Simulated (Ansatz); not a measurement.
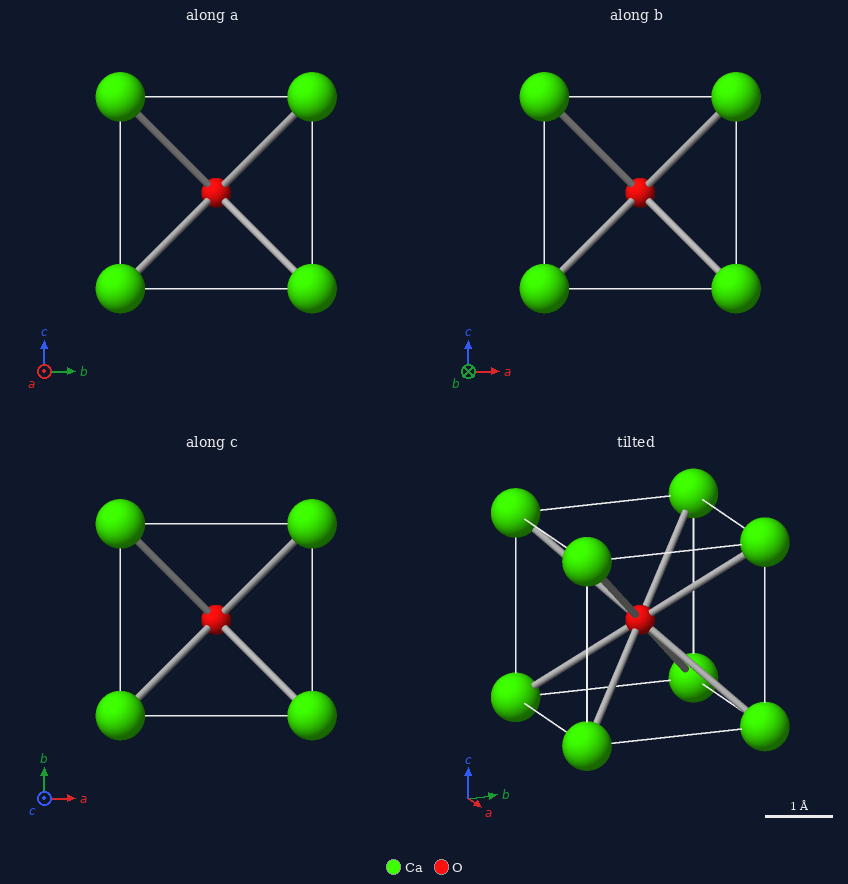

Ball-and-stick representation of a periodic structure, projected along the a axis, along the b axis, along the c axis and slightly off an axis. One conventional unit cell is framed, with atoms on its boundary repeated.

Lattice parameters: a = 2.9032 Å, b = 2.9032 Å, c = 2.9032 Å, α = 90.000°, β = 90.000°, γ = 90.000°.

Question: Transcribe the picture into a CIF with its space group and independent sites.

Answer:
```cif
data_structure
_symmetry_space_group_name_H-M 'P m -3 m'
_symmetry_Int_Tables_number 221
_cell_length_a 2.9032
_cell_length_b 2.9032
_cell_length_c 2.9032
_cell_angle_alpha 90.000
_cell_angle_beta 90.000
_cell_angle_gamma 90.000
_cell_volume 24.47
loop_
_atom_site_label
_atom_site_type_symbol
_atom_site_symmetry_multiplicity
_atom_site_Wyckoff_symbol
_atom_site_fract_x
_atom_site_fract_y
_atom_site_fract_z
_atom_site_occupancy
Ca1 Ca 1 a 0.0000 0.0000 0.0000 1
O1 O 1 b 0.5000 0.5000 0.5000 1
```

It goes back to a structure type filled with these elements by a generator (whether the compound takes this form wasn't checked). Earlier steps of the study, as a rule a relaxation of our own, may have changed the cell and positions, so they can lie some per cent off the listed ones. An electronic-structure calculation with Ansatz was run on it.
